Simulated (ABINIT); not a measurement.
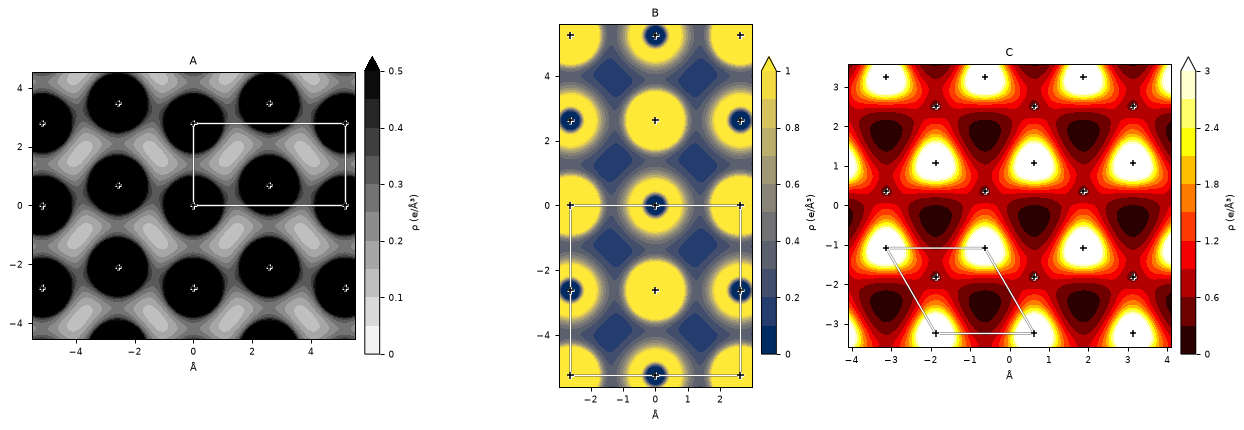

The valence electron density of 3 systems, each on a plane through atoms (crosses mark nuclei in the plane).

Computed with Kohn-Sham DFT of a periodic cell, LDA, JTH PAW LDA v2.0 in ABINIT 10.8.3.

System 1: BN, the (001) plane of the conventional cell. Space group P6₃/mmc; computed pressure about −3 GPa in this cell.

```
N B
1.0
     2.49824    0.00000    0.00000
    -1.24912    2.16354    0.00000
     0.00000    0.00000    6.63570
N B
2 2
Direct
  0.66667 0.33333 0.25000
  0.33333 0.66667 0.75000
  0.66667 0.33333 0.75000
  0.33333 0.66667 0.25000
```

System 2: Ge, the (100) plane of the conventional cell. Space group I4₁/amd; a structure from a database of computed crystals, not necessarily the ambient phase; computed pressure about −3 GPa in this cell.

System 3: ZrS, the (001) plane of the conventional cell. Space group Fm-3m; computed pressure about −10 GPa in this cell.

Which map belongs to which system?

Answer. Panel A is system 2, Ge: the plane holds Ge. Ge–Ge (2.67 Å): ρ at the midpoint is about 0.33 e/Å³. Panel B is system 3, ZrS: the plane holds Zr and S. Zr–S (2.62 Å): ρ at the midpoint is about 0.34 e/Å³. Panel C is system 1, BN: the plane holds N and B. B–N (1.44 Å): ρ at the midpoint is about 1.8 e/Å³.
